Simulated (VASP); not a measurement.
GaP (space group F-43m, No. 216). Coordinates: an entry of the Crystallography Open Database, as set up for an electronic-structure calculation.

```cif
data_structure
_symmetry_space_group_name_H-M 'P 1'
_symmetry_Int_Tables_number 1
_cell_length_a 5.4505
_cell_length_b 5.4505
_cell_length_c 5.4505
_cell_angle_alpha 90.000
_cell_angle_beta 90.000
_cell_angle_gamma 90.000
_cell_volume 161.92
loop_
_atom_site_label
_atom_site_type_symbol
_atom_site_fract_x
_atom_site_fract_y
_atom_site_fract_z
_atom_site_occupancy
Ga1 Ga 0.00000 0.00000 0.00000 1
P1 P 0.25000 0.25000 0.25000 1
Ga2 Ga 0.00000 0.50000 0.50000 1
P2 P 0.25000 0.75000 0.75000 1
Ga3 Ga 0.50000 0.00000 0.50000 1
P3 P 0.75000 0.25000 0.75000 1
Ga4 Ga 0.50000 0.50000 0.00000 1
P4 P 0.75000 0.75000 0.25000 1
```

Describe how the polyhedra about Ga are linked (bonds: Ga–P below 2.7 Å).

Ga: GaP4 tetrahedron, sharing corners with twelve neighbours.

They form a three-dimensional framework of corner-sharing tetrahedra.

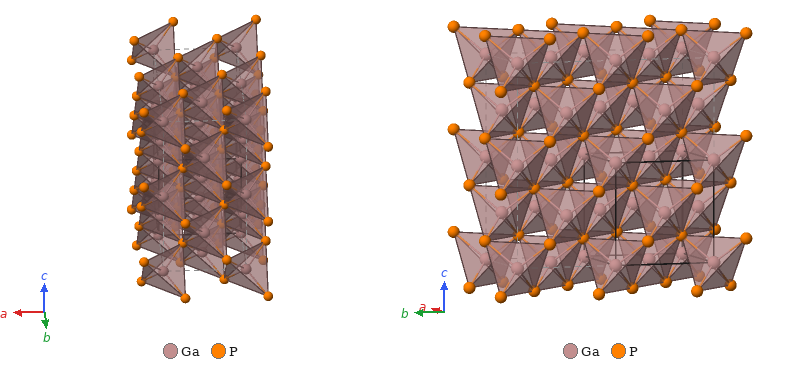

Polyhedra are drawn about Ga (bonds: Ga–P below 2.7 Å); other atoms are plain spheres. Two views of the same piece.
